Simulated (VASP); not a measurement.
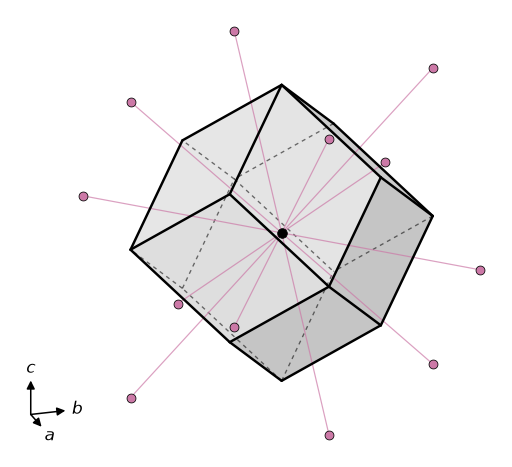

The Wigner–Seitz cell of the crystal's lattice, with lines to the lattice points that define its faces. Crystal: AgBr, an entry of the Crystallography Open Database, as set up for an electronic-structure calculation. Geometry calculated from the standardised cell; symmetry tolerance 0.002 Å.

a = 5.740 Å, b = 5.740 Å, c = 5.740 Å, α = 90.00°, β = 90.00°, γ = 90.00°; lattice centring F.

### What is the cell's combinatorial type?

A rhombic dodecahedron: 12 faces (12 with 4 edges), 24 edges, 14 vertices. Its volume is that of the primitive cell, 47.3 Å³.

### Which lattice vectors do the faces bisect?

```tsv
example	length (Å)	faces	edges of each	area (Å²)
1/2 a + 1/2 b	4.06	12	4	5.8
```
